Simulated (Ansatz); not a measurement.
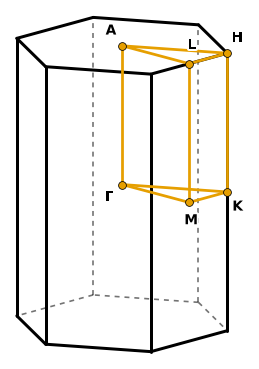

The figure shows the first Brillouin zone with its special points and a band path. Crystal: Ge, the geometry relaxed with DFT, PBEsol, plane waves (420 eV) with PAW, scalar-relativistic in Ansatz 0.2.0; the starting structure was generated, so it need not be a known form of this composition. The drawing is computed from the coordinates (standard cell, symmetry found to 0.002 Å).

Labels and path follow the convention of Hinuma et al. (2017), as computed by seekpath.

**Name the Bravais lattice of the crystal.**

A primitive hexagonal lattice (hP; extended symbol hP2). The zone is a hexagonal prism in its combinatorial type: 8 faces (6 with 4 edges, 2 with 6 edges), 18 edges, 12 vertices.

**In which order does the conventional band path visit the special points?**

Γ–M–K–Γ–A–L–H–A | L–M | H–K
